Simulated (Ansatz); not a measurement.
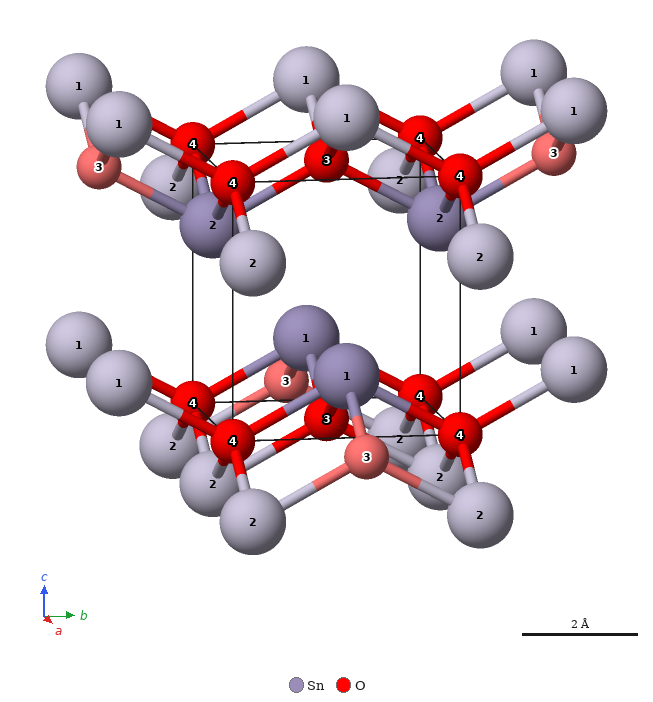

The structure as given in the input (ball-and-stick view of the cell of the calculation, seen slightly off an axis; neighbours outside the cell are drawn fainter; atoms are numbered from 1 in the order of the input). Near neighbours in the crystal (not all of them lie inside the picture): Sn has 4 O at 2.29 Å; O has 4 Sn at 2.29 Å.

# Geometry relaxation of SnO (part 1 of 2)

The run: geometry relaxation of SnO (P4/nmm, 4 atoms in the cell). Method and program: DFT PBEsol, scalar-relativistic, plane waves, PAW (Ansatz 0.2.0).

The structure derives from a Materials Project entry. The run did not end well. It belongs to a series of runs on one base structure; here: biaxial strain in the a-b plane, c and atoms relaxed: +6.0 %. Figures and captions count atoms from 1; the log counts them from 0 in places.

The input
```yaml
crystal:
  lattice:
    - [4.0336116093, 0.0, 0.0]
    - [0.0, 4.0336116093, 0.0]
    - [0.0, 0.0, 4.582308029]
  atoms:
    - { symbol: Sn, position: [0.0, 0.5, 0.2381160792] }
    - { symbol: Sn, position: [0.5, 0.0, 0.7618839208] }
    - { symbol: O, position: [0.5, 0.5, 0.0] }
    - { symbol: O, position: [0.0, 0.0, 0.0] }
basis:
  ecutwfc: 420
kpoints:
  mp_grid: { grid: [14, 14, 12] }
hamiltonian:
  xc: pbesol
scf:
  occupations: { method: gaussian, width: 0.1 }
output:
  forces: true
  stress: true
  eigenvalues: true
relax:
  adjacent_minimum: "off"
  f_tol: 0.008
  max_steps: 40
  cell: { stress_tol: 0.015, fix: [a, b, gamma] }
```

Launched with:
```bash
ansatz run input.yaml --threads 1 --pin off --max-ram 2560MiB --backend cpu --events-out ev --progress --plain --runs-dir out
```

Output
```
Engine: ansatz 0.2.0, aarch64-unknown-linux-gnu
Pseudopotentials: kind: paw
Pseudopotential: Sn, paw, valence charge 14, recommended cutoff 420 eV (normal), Sn.paw.azcp
Pseudopotential: O, paw, valence charge 6, recommended cutoff 420 eV (normal), O.paw.azcp
Functional definition: PBEsol
  exchange = pbesol_x
  correlation = pbesol_c
Crystal: 4 atoms, lattice volume = 74.554 Å³
Basis set: ecut = 420 eV, 1471 PW (Γ), exchange–correlation on 54×54×64 points (8 copies of the dense FFT grid, shifted against one another)
Bands: 24, of which v1, the nominal top of the filled ones, is band 20 counted from 1 (19 counted from 0)
Symmetry: 16 space group operations
Space group: P4/nmm (ITA 129), of the structure as read, at distance tolerance 4.2e-5 Å
k-points: 252 of 2352
Non-local potential: Sn, projectors of the file, l = 0: 2, l = 1: 2, l = 2: 2, l = 3: 2
Non-local potential: O, projectors of the file, l = 0: 2, l = 1: 2, l = 2: 1
PAW form: soft (Blöchl's): semilocal exchange-correlation on the pseudo side does not see the compensation charge
PAW frozen core: Sn, regenerated for the run's functional, and the local potential with it (the file was generated under x = pbe(κ = 0.804, μ = 0.2195149727645171), c = pbe(β = 0.06672455060314922))
PAW frozen core: O, regenerated for the run's functional, and the local potential with it (the file was generated under x = pbe(κ = 0.804, μ = 0.2195149727645171), c = pbe(β = 0.06672455060314922))
PAW one-centre angular grid: Sn, 590 points (default); XC on 64 Gauss nodes
PAW one-centre angular grid: O, 110 points (default); XC on 64 Gauss nodes
Initial density: superposition of atomic densities (neutral atoms: chi_scale 0, normalization atom), corrected by the library's trained network
Initial wavefunctions: pseudopotential atomic-orbital guess
Functional: x = pbesol(κ = 0.804, μ = 0.12345679012345678), c = pbesol(β = 0.046)
SCF iter   1: F=—  HF=-13021.212742 eV  |F-HF|=—  |Δ(HF+E_count)|=         —  Δρ=1.45e-2  dr2=1.44e-1  ethr=1.77e-3  ⟨swp⟩=5.8  Hψ=27947  notcnv=0
preconditioner: auto → Resta (q_TF=auto, 2.459 Å⁻¹)  ε∞=3.4  [insulator: Δε(μ)=0.545 eV  Ē_g=17.502 eV  σ=0.100 eV  W_gap=1.00  n_scr=18 (ndim 8)  ℏωp=27.2 eV  f_vac=0.007  D(μ)=0.00/eV (n_scr^D=0)  ε∞_Penn≈3.4]
SCF iter   2: F=—  HF=-13021.182119 eV  |F-HF|=—  |Δ(HF+E_count)|=   3.06e-2  Δρ=3.66e-3  dr2=1.06e-2  ethr=3.61e-4  ⟨swp⟩=2.0  Hψ=8891  notcnv=0
SCF iter   3: F=—  HF=-13021.180491 eV  |F-HF|=—  |Δ(HF+E_count)|=   1.63e-3  Δρ=8.04e-4  dr2=2.61e-4  ethr=2.66e-5  ⟨swp⟩=2.2  Hψ=8623  notcnv=0
SCF iter   4: F=—  HF=-13021.180538 eV  |F-HF|=—  |Δ(HF+E_count)|=   4.63e-5  Δρ=2.03e-4  dr2=4.03e-5  ethr=6.54e-7  ⟨swp⟩=2.6  Hψ=9990  notcnv=0
SCF iter   5: F=—  HF=-13021.180499 eV  |F-HF|=—  |Δ(HF+E_count)|=   3.84e-5  Δρ=7.19e-5  dr2=3.25e-6  ethr=1.01e-7  ⟨swp⟩=2.0  Hψ=10999  notcnv=0
SCF iter   6: F=—  HF=-13021.180500 eV  |F-HF|=—  |Δ(HF+E_count)|=   1.08e-6  Δρ=3.18e-5  dr2=4.28e-7  ethr=8.13e-9  ⟨swp⟩=2.9  Hψ=11088  notcnv=0
SCF iter   7: F=-13021.180500 eV  HF=-13021.180500 eV  |F-HF|=7.31e-9  |Δ(HF+E_count)|=   9.65e-8  Δρ=5.64e-6  dr2=1.45e-8  ethr=2.50e-10  ⟨swp⟩=5.9  Hψ=25032  notcnv=0
SCF 1 converged in 7 iterations: F = -13021.180500 eV  dr2 = 1.45e-8
  greatest PAW one-centre occupation: 0.994 electrons in one spin orbital (limit 2), on the Sn atom at site 1 (counted from 0), in its partial waves of l = 2
relax step   1: F+E_penalty+E_count = -13021.18050007 eV  Δ(F+E_penalty+E_count) = +0.000e0 eV  max|allowed force component| = 3.067e-1 eV/Å  Δτ_max = 0.0000 Å  P = -6.670 GPa  Ω = 74.554 Å³  fix = [a, b, gamma]  reactions: a -9.217, b -9.217 GPa  (7 SCF iters, dr2 threshold 1.00e-7 eV, accepted)
Crystal: 4 atoms, lattice volume = 74.250 Å³
Basis set: ecut = 420 eV, 1455 PW (Γ), exchange–correlation on 54×54×64 points (8 copies of the dense FFT grid, shifted against one another)
Initial density: handed on by an earlier stage of this run
Initial wavefunctions: those handed on with the density
iter 1 solved again at ethr=1.62e-5 eV; its pass at ethr=3.10e-3 eV (dr2=6.50e-3 eV) is discarded
SCF iter   1: F=—  HF=-13021.185062 eV  |F-HF|=—  |Δ(HF+E_count)|=         —  Δρ=3.77e-3  dr2=6.57e-3  ethr=1.62e-5  ⟨swp⟩=1.4  Hψ=33565  notcnv=0
preconditioner: auto → Resta (q_TF=auto, 2.461 Å⁻¹)  ε∞=3.4  [insulator: Δε(μ)=0.835 eV  Ē_g=17.696 eV  σ=0.100 eV  W_gap=1.00  n_scr=18 (ndim 8)  ℏωp=27.3 eV  f_vac=0.003  D(μ)=0.00/eV (n_scr^D=0)  ε∞_Penn≈3.4]
SCF iter   2: F=—  HF=-13021.183310 eV  |F-HF|=—  |Δ(HF+E_count)|=   1.75e-3  Δρ=1.71e-3  dr2=1.41e-3  ethr=1.62e-5  ⟨swp⟩=2.1  Hψ=11078  notcnv=0
SCF iter   3: F=—  HF=-13021.182920 eV  |F-HF|=—  |Δ(HF+E_count)|=   3.90e-4  Δρ=3.68e-4  dr2=1.08e-4  ethr=3.53e-6  ⟨swp⟩=2.1  Hψ=11053  notcnv=0
SCF iter   4: F=—  HF=-13021.182876 eV  |F-HF|=—  |Δ(HF+E_count)|=   4.35e-5  Δρ=6.00e-5  dr2=2.85e-6  ethr=2.69e-7  ⟨swp⟩=2.6  Hψ=10997  notcnv=0
iter 5 did not close the SCF: its close was put off for the readings that it lacked (scf_convergence_deferred on its scf_iter line)
SCF iter   5: F=-13021.182878 eV  HF=-13021.182878 eV  |F-HF|=7.98e-8  |Δ(HF+E_count)|=   1.64e-6  Δρ=1.47e-5  dr2=2.06e-7  ethr=7.12e-9  ⟨swp⟩=2.3  Hψ=10581  notcnv=0
SCF iter   6: F=-13021.182878 eV  HF=-13021.182878 eV  |F-HF|=8.99e-9  |Δ(HF+E_count)|=   1.32e-7  Δρ=5.58e-6  dr2=1.99e-8  ethr=5.15e-10  ⟨swp⟩=3.0  Hψ=24704  notcnv=0
SCF 2 converged in 6 iterations: F = -13021.182878 eV  dr2 = 1.99e-8
relax step   2: F+E_penalty+E_count = -13021.18287807 eV  Δ(F+E_penalty+E_count) = -2.378e-3 eV  max|allowed force component| = 2.854e-1 eV/Å  Δτ_max = 0.0387 Å  P = -4.650 GPa  Ω = 74.250 Å³  energy of the carried Pulay correction = +8.168e-4 eV  fix = [a, b, gamma]  reactions: a -7.361, b -7.361 GPa  (6 SCF iters, dr2 threshold 4.00e-7 eV, accepted)
Crystal: 4 atoms, lattice volume = 73.730 Å³
Basis set: ecut = 420 eV, 1439 PW (Γ), exchange–correlation on 54×54×64 points (8 copies of the dense FFT grid, shifted against one another)
iter 1 solved again at ethr=7.81e-6 eV; its pass at ethr=3.10e-3 eV (dr2=3.13e-3 eV) is discarded
SCF iter   1: F=—  HF=-13021.191386 eV  |F-HF|=—  |Δ(HF+E_count)|=         —  Δρ=2.34e-3  dr2=2.92e-3  ethr=7.81e-6  ⟨swp⟩=2.2  Hψ=35475  notcnv=0
preconditioner: auto → Resta (q_TF=auto, 2.464 Å⁻¹)  ε∞=3.4  [insulator: Δε(μ)=0.700 eV  Ē_g=17.614 eV  σ=0.100 eV  W_gap=1.00  n_scr=18 (ndim 8)  ℏωp=27.4 eV  f_vac=0.004  D(μ)=0.00/eV (n_scr^D=0)  ε∞_Penn≈3.4]
SCF iter   2: F=—  HF=-13021.190673 eV  |F-HF|=—  |Δ(HF+E_count)|=   7.14e-4  Δρ=1.01e-3  dr2=5.01e-4  ethr=7.29e-6  ⟨swp⟩=2.3  Hψ=11096  notcnv=0
SCF iter   3: F=—  HF=-13021.190547 eV  |F-HF|=—  |Δ(HF+E_count)|=   1.26e-4  Δρ=2.32e-4  dr2=3.91e-5  ethr=1.25e-6  ⟨swp⟩=2.2  Hψ=11057  notcnv=0
SCF iter   4: F=—  HF=-13021.190514 eV  |F-HF|=—  |Δ(HF+E_count)|=   3.32e-5  Δρ=3.33e-5  dr2=1.09e-6  ethr=9.77e-8  ⟨swp⟩=2.4  Hψ=10038  notcnv=0
iter 5 did not close the SCF: its close was put off for the readings that it lacked (scf_convergence_deferred on its scf_iter line)
SCF iter   5: F=-13021.190514 eV  HF=-13021.190514 eV  |F-HF|=4.13e-8  |Δ(HF+E_count)|=   4.54e-7  Δρ=8.99e-6  dr2=7.12e-8  ethr=2.72e-9  ⟨swp⟩=2.4  Hψ=11086  notcnv=0
SCF iter   6: F=-13021.190514 eV  HF=-13021.190514 eV  |F-HF|=3.96e-9  |Δ(HF+E_count)|=   5.58e-8  Δρ=3.25e-6  dr2=6.52e-9  ethr=1.78e-10  ⟨swp⟩=2.7  Hψ=21874  notcnv=0
SCF 3 converged in 6 iterations: F = -13021.190514 eV  dr2 = 6.52e-9
relax step   3: F+E_penalty+E_count = -13021.19051409 eV  Δ(F+E_penalty+E_count) = -7.636e-3 eV  max|allowed force component| = 1.696e-3 eV/Å  Δτ_max = 0.0263 Å  P = -5.478 GPa  Ω = 73.730 Å³  energy of the carried Pulay correction = +2.218e-3 eV  fix = [a, b, gamma]  reactions: a -8.214, b -8.214 GPa  (6 SCF iters, dr2 threshold 4.00e-7 eV, accepted)
Initial wavefunctions: pseudopotential atomic-orbital guess (no wavefunctions were taken with the density)
iter 1 solved again at ethr=2.33e-7 eV; its pass at ethr=3.10e-3 eV (dr2=9.31e-5 eV) is discarded
SCF iter   1: F=—  HF=-13021.188468 eV  |F-HF|=—  |Δ(HF+E_count)|=         —  Δρ=8.67e-5  dr2=9.21e-7  ethr=2.33e-7  ⟨swp⟩=2.6  Hψ=42078  notcnv=0
preconditioner: auto → Resta (q_TF=auto, 2.464 Å⁻¹)  ε∞=3.4  [insulator: Δε(μ)=0.714 eV  Ē_g=17.629 eV  σ=0.100 eV  W_gap=1.00  n_scr=18 (ndim 8)  ℏωp=27.4 eV  f_vac=0.003  D(μ)=0.00/eV (n_scr^D=0)  ε∞_Penn≈3.4]
SCF iter   2: F=—  HF=-13021.188440 eV  |F-HF|=—  |Δ(HF+E_count)|=   2.74e-5  Δρ=4.01e-5  dr2=1.63e-7  ethr=2.30e-9  ⟨swp⟩=2.6  Hψ=10543  notcnv=0
SCF iter   3: F=—  HF=-13021.188441 eV  |F-HF|=—  |Δ(HF+E_count)|=   3.61e-7  Δρ=1.14e-5  dr2=1.18e-8  ethr=4.07e-10  ⟨swp⟩=2.2  Hψ=7940  notcnv=0
SCF iter   4: F=—  HF=-13021.188441 eV  |F-HF|=—  |Δ(HF+E_count)|=   3.46e-8  Δρ=4.91e-7  dr2=1.48e-10  ethr=2.94e-11  ⟨swp⟩=2.0  Hψ=8562  notcnv=0
SCF iter   5: F=—  HF=-13021.188441 eV  |F-HF|=—  |Δ(HF+E_count)|=  5.64e-11  Δρ=7.12e-8  dr2=5.38e-12  ethr=1.00e-12  ⟨swp⟩=1.3  Hψ=6147  notcnv=0
SCF iter   6: F=-13021.188441 eV  HF=-13021.188441 eV  |F-HF|=1.82e-12  |Δ(HF+E_count)|=  7.28e-12  Δρ=2.71e-8  dr2=6.75e-13  ethr=1.00e-12  ⟨swp⟩=6.1  Hψ=25236  notcnv=0
SCF 4 converged in 6 iterations: F = -13021.188441 eV  dr2 = 6.75e-13
relax step   4: F+E_penalty+E_count = -13021.18844087 eV  Δ(F+E_penalty+E_count) = +2.073e-3 eV  max|allowed force component| = 2.284e-3 eV/Å  Δτ_max = 0.0000 Å  P = -5.514 GPa  Ω = 73.730 Å³  fix = [a, b, gamma]  reactions: a -8.236, b -8.236 GPa  stress off target by 7.04e-2 GPa on what of the cell is left free  SCF on the basis re-selected at this cell (its energy is not comparable with the rows above)  (6 SCF iters)
basis re-selected at this cell: Δ(F+E_penalty+E_count) = +2.073e-3 eV, ΔP = -0.036 GPa vs the last step (what re-selecting the basis moved, of the pressure what is left beyond the Pulay correction that the steps carried, after the strain that the cell walked since its last selection, with what the two solves' SCF thresholds leave and, on support functions, any second-order correction that the steps lacked; it is no measure of the basis error at this ecutwfc). This SCF's stress stands 7.04e-2 GPa from its target on what of the cell is left free (relax.cell.stress_tol is 1.50e-2 GPa) and its largest allowed force component is 2.28e-3 eV/Å (relax.f_tol is 8.00e-3 eV/Å): not within both, so this SCF does not close the relaxation
Crystal: 4 atoms, lattice volume = 73.587 Å³
iter 1 solved again at ethr=5.57e-8 eV; its pass at ethr=3.10e-3 eV (dr2=2.23e-5 eV) is discarded
SCF iter   1: F=—  HF=-13021.188912 eV  |F-HF|=—  |Δ(HF+E_count)|=         —  Δρ=1.63e-4  dr2=2.24e-5  ethr=5.57e-8  ⟨swp⟩=3.0  Hψ=35083  notcnv=0
preconditioner: auto → Resta (q_TF=auto, 2.465 Å⁻¹)  ε∞=3.4  [insulator: Δε(μ)=0.706 eV  Ē_g=17.630 eV  σ=0.100 eV  W_gap=1.00  n_scr=18 (ndim 8)  ℏωp=27.4 eV  f_vac=0.003  D(μ)=0.00/eV (n_scr^D=0)  ε∞_Penn≈3.4]
SCF iter   2: F=—  HF=-13021.188881 eV  |F-HF|=—  |Δ(HF+E_count)|=   3.05e-5  Δρ=7.15e-5  dr2=4.01e-6  ethr=5.57e-8  ⟨swp⟩=2.3  Hψ=10303  notcnv=0
SCF iter   3: F=—  HF=-13021.188880 eV  |F-HF|=—  |Δ(HF+E_count)|=   1.55e-6  Δρ=1.68e-5  dr2=2.36e-7  ethr=1.00e-8  ⟨swp⟩=2.6  Hψ=10767  notcnv=0
iter 4 did not close the SCF: its close was put off for the readings that it lacked (scf_convergence_deferred on its scf_iter line)
SCF iter   4: F=-13021.188880 eV  HF=-13021.188880 eV  |F-HF|=2.61e-9  |Δ(HF+E_count)|=   1.60e-8  Δρ=2.73e-6  dr2=5.90e-9  ethr=5.91e-10  ⟨swp⟩=2.3  Hψ=8573  notcnv=0
iter 5 did not close the SCF: its close was put off for the readings that it lacked (scf_convergence_deferred on its scf_iter line)
SCF iter   5: F=-13021.188880 eV  HF=-13021.188880 eV  |F-HF|=2.24e-10  |Δ(HF+E_count)|=   3.07e-9  Δρ=5.77e-7  dr2=2.42e-10  ethr=1.48e-11  ⟨swp⟩=2.9  Hψ=10814  notcnv=0
SCF iter   6: F=-13021.188880 eV  HF=-13021.188880 eV  |F-HF|=3.64e-12  |Δ(HF+E_count)|=  2.56e-10  Δρ=1.44e-7  dr2=1.40e-11  ethr=1.00e-12  ⟨swp⟩=2.0  Hψ=18617  notcnv=0
SCF 5 converged in 6 iterations: F = -13021.188880 eV  dr2 = 1.40e-11
relax step   5: F+E_penalty+E_count = -13021.18887959 eV  Δ(F+E_penalty+E_count) = -4.387e-4 eV  max|allowed force component| = 9.436e-5 eV/Å  Δτ_max = 0.0018 Å  P = -5.487 GPa  Ω = 73.587 Å³  energy of the carried Pulay correction = +3.994e-4 eV  fix = [a, b, gamma]  reactions: a -8.227, b -8.227 GPa  (6 SCF iters, dr2 threshold 1.24e-8 eV, accepted)
iter 1 solved again at ethr=2.18e-7 eV; its pass at ethr=3.10e-3 eV (dr2=8.73e-5 eV) is discarded
SCF iter   1: F=—  HF=-13021.188525 eV  |F-HF|=—  |Δ(HF+E_count)|=         —  Δρ=1.71e-5  dr2=5.56e-8  ethr=2.18e-7  ⟨swp⟩=2.7  Hψ=42549  notcnv=0
eigensolver tolerance schedule: the retry pair's looser diagonalisation over-reported the residual by 1571.12 of it (diagonalisation noise at 0.12 of the residual, at the tolerance the schedule requests for it); recorded, not acted on — ethr = c·dr2/N_el stays at c = 1.0e-1
preconditioner: auto → Resta (q_TF=auto, 2.465 Å⁻¹)  ε∞=3.4  [insulator: Δε(μ)=0.708 eV  Ē_g=17.631 eV  σ=0.100 eV  W_gap=1.00  n_scr=18 (ndim 8)  ℏωp=27.4 eV  f_vac=0.003  D(μ)=0.00/eV (n_scr^D=0)  ε∞_Penn≈3.4]
SCF iter   2: F=—  HF=-13021.188498 eV  |F-HF|=—  |Δ(HF+E_count)|=   2.73e-5  Δρ=7.59e-6  dr2=1.32e-8  ethr=1.39e-10  ⟨swp⟩=3.1  Hψ=12613  notcnv=0
SCF iter   3: F=—  HF=-13021.188498 eV  |F-HF|=—  |Δ(HF+E_count)|=   7.92e-9  Δρ=3.70e-6  dr2=2.26e-9  ethr=3.31e-11  ⟨swp⟩=1.8  Hψ=6608  notcnv=0
SCF iter   4: F=—  HF=-13021.188498 eV  |F-HF|=—  |Δ(HF+E_count)|=   3.09e-9  Δρ=3.88e-7  dr2=1.11e-10  ethr=5.64e-12  ⟨swp⟩=2.0  Hψ=8175  notcnv=0
SCF iter   5: F=—  HF=-13021.188498 eV  |F-HF|=—  |Δ(HF+E_count)|=  1.27e-11  Δρ=1.04e-7  dr2=9.04e-12  ethr=1.00e-12  ⟨swp⟩=1.0  Hψ=6050  notcnv=0
iter 6 did not close the SCF: its close was put off for the readings that it lacked (scf_convergence_deferred on its scf_iter line)
SCF iter   6: F=-13021.188498 eV  HF=-13021.188498 eV  |F-HF|=5.46e-12  |Δ(HF+E_count)|=  5.46e-12  Δρ=4.52e-8  dr2=1.81e-12  ethr=1.00e-12  ⟨swp⟩=1.0  Hψ=6048  notcnv=0
iter 7 did not close the SCF: its close was put off for the readings that it lacked (scf_convergence_deferred on its scf_iter line)
SCF iter   7: F=-13021.188498 eV  HF=-13021.188498 eV  |F-HF|=0.00e0  |Δ(HF+E_count)|=  1.82e-12  Δρ=5.66e-9  dr2=1.78e-14  ethr=1.00e-12  ⟨swp⟩=1.0  Hψ=6048  notcnv=0
iter 8 did not close the SCF: its close was put off for the readings that it lacked (scf_convergence_deferred on its scf_iter line)
SCF iter   8: F=-13021.188498 eV  HF=-13021.188498 eV  |F-HF|=7.28e-12  |Δ(HF+E_count)|=    0.00e0  Δρ=2.45e-9  dr2=4.29e-15  ethr=1.00e-12  ⟨swp⟩=1.0  Hψ=6048  notcnv=0
iter 9 did not close the SCF: its close was put off for the readings that it lacked (scf_convergence_deferred on its scf_iter line)
SCF iter   9: F=-13021.188498 eV  HF=-13021.188498 eV  |F-HF|=0.00e0  |Δ(HF+E_count)|=    0.00e0  Δρ=1.74e-9  dr2=2.16e-15  ethr=1.00e-12  ⟨swp⟩=1.0  Hψ=6048  notcnv=0
SCF iter  10: F=-13021.188498 eV  HF=-13021.188498 eV  |F-HF|=0.00e0  |Δ(HF+E_count)|=    0.00e0  Δρ=2.54e-10  dr2=4.57e-17  ethr=1.00e-12  ⟨swp⟩=3.0  Hψ=18792  notcnv=0
SCF 6 converged in 10 iterations: F = -13021.188498 eV  dr2 = 4.57e-17
```
